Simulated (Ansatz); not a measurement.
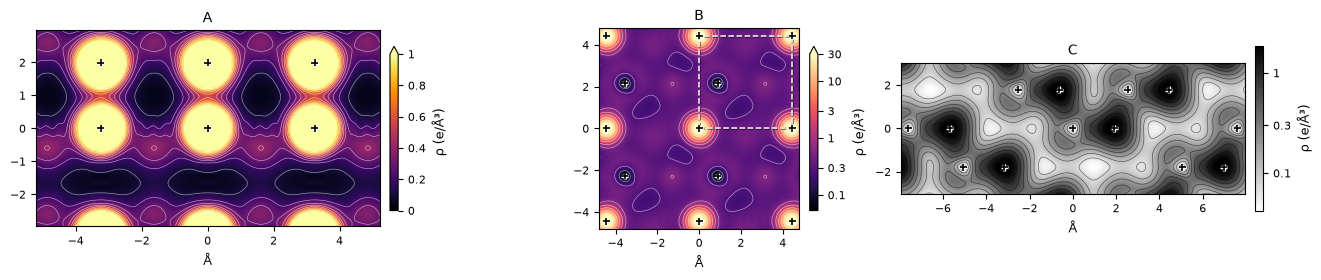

The valence charge density (pseudo) of 3 systems, each on a plane through atoms (crosses mark nuclei in the plane).

Theory: DFT PBE, scalar-relativistic, plane waves, PAW (Ansatz).

System 1: CoSi, the (100) plane of the conventional cell. Space group P2₁3; computed pressure about −2 GPa in this cell; computed without spin polarisation.

```cif
data_structure
_symmetry_space_group_name_H-M 'P 1'
_symmetry_Int_Tables_number 1
_cell_length_a 4.4450
_cell_length_b 4.4450
_cell_length_c 4.4450
_cell_angle_alpha 90.000
_cell_angle_beta 90.000
_cell_angle_gamma 90.000
_cell_volume 87.82
loop_
_atom_site_label
_atom_site_type_symbol
_atom_site_fract_x
_atom_site_fract_y
_atom_site_fract_z
_atom_site_occupancy
Co1 Co 0.14462 0.14462 0.14462 1
Co2 Co 0.35538 0.85538 0.64462 1
Co3 Co 0.64462 0.35538 0.85538 1
Co4 Co 0.85538 0.64462 0.35538 1
Si1 Si 0.84304 0.84304 0.84304 1
Si2 Si 0.65696 0.15696 0.34304 1
Si3 Si 0.34304 0.65696 0.15696 1
Si4 Si 0.15696 0.34304 0.65696 1
```

System 2: ZnO, the (100) plane of the conventional cell. Space group P6₃mc; computed pressure about 5 GPa in this cell.

```
Zn O
1.0
     3.24238    0.00000    0.00000
    -1.62119    2.80798    0.00000
     0.00000    0.00000    5.24006
Zn O
2 2
Direct
  0.33333 0.66667 0.00170
  0.66667 0.33333 0.50170
  0.33333 0.66667 0.38040
  0.66667 0.33333 0.88040
```

System 3: SiC, the (110) plane of the conventional cell. Space group P6₃mc; a generated structure, not necessarily the stable one.

Question: Match each panel to its system.

Answer: Panel A is system 2, ZnO: the plane holds Zn and O. Zn–O (1.98 Å): ρ at the midpoint is about 0.58 e/Å³. Panel B is system 1, CoSi: the plane holds Co and Si. Co–Si (2.34 Å): ρ is about 0.46 e/Å³ halfway. Panel C is system 3, SiC: the plane holds Si and C. Si–C (1.89 Å): ρ at the midpoint is about 0.88 e/Å³.
